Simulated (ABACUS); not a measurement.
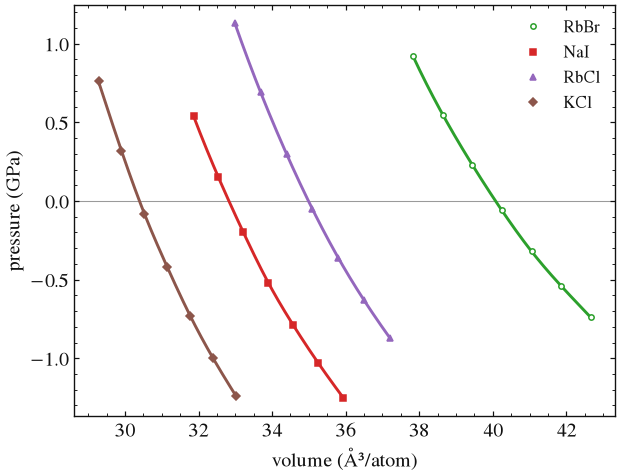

The plot gives the computed pressure against volume, with one curve for each compound, for KCl, NaI, RbBr and RbCl (all in space group Fm-3m (No. 225)).

Method: DFT in plane waves or numerical atomic orbitals with pseudopotentials, no spin polarisation; energies at scaled volumes of the given cell, shape and fractions fixed, counted from the fit's minimum, third-order Birch-Murnaghan fit (ABACUS 3.10.1). Level: PBEsol.

| setting | value |
| --- | --- |
| k mesh | 7×7×7 |
| occupations | Fermi–Dirac |
| smearing width | 0.05 eV |
| potentials | PseudoDojo NC SR 0.4.1 PBEsol standard |

Settings that differ: RbBr: density cutoff 2560 eV, wave cutoff 639 eV; NaI: density cutoff 4840 eV, wave cutoff 1210 eV; RbCl: density cutoff 3160 eV, wave cutoff 789 eV; KCl: density cutoff 4030 eV, wave cutoff 1010 eV.

Question: Order the curves by fitted equilibrium volume, smallest first.

Answer: KCl 30.406, NaI 32.817, RbCl 35.023, RbBr 40.078 Å³/atom.

Question: Order the curves by fitted bulk modulus, smallest first.

Answer: RbBr 13.9, RbCl 16.5, NaI 17.2, KCl 18.5 GPa.

Question: For RbBr: how does the pressure vary with volume?

Answer: It falls from 0.92 GPa at volume 37.83 Å³/atom to −0.74 GPa at 42.66 Å³/atom, and changes sign near 40.08 Å³/atom.

Question: For NaI: read off the course of the pressure.

Answer: It falls from 0.54 GPa at volume 31.86 Å³/atom to −1.25 GPa at 35.93 Å³/atom, and changes sign near 32.83 Å³/atom.
